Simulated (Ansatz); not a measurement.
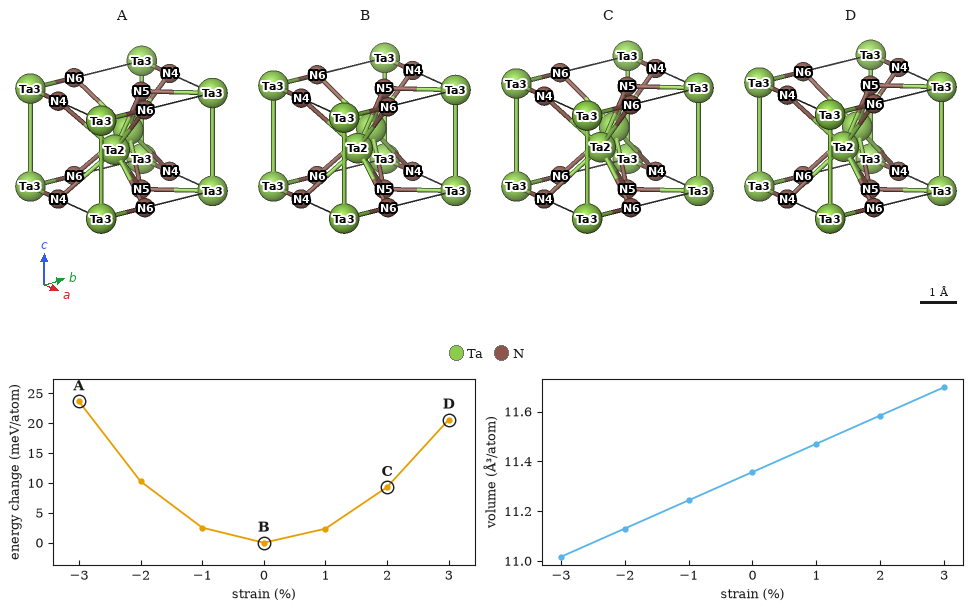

Members of a series of calculations on a crystal of TaN (set up in P-62m), marked on the first curve. A ball-and-stick model of the cell of the calculation, seen slightly off an axis.

All numbers below come from Ansatz 0.2.0, DFT r2SCAN, scalar-relativistic, plane waves, PAW. Set-up: plane-wave cutoff 500 eV; k-point mesh 12 × 12 × 12; occupations gaussian; smearing width 0.1 eV; no spin polarisation.

Q: Which kind of strain is it, and how does the structure respond?

A: Strain along c alone, the other axes held, atoms relaxed. A (strain −3.0 %): energy change 23.7 meV/atom, volume 11.02 Å³ per atom. B (strain 0.0 %): energy change 0.0 meV/atom, volume 11.36 Å³ per atom. C (strain 2.0 %): energy change 9.3 meV/atom, volume 11.58 Å³ per atom. D (strain 3.0 %): energy change 20.6 meV/atom, volume 11.70 Å³ per atom. The rest compares A with D. The volume changes by +6.2 %, with a = b unchanged at 5.200 Å, c 2.823 → 2.998 Å (+6.2 %). Some distances before and after: Ta–Ta 2.823 → 2.998 Å, N–Ta 2.135 → 2.194 Å.
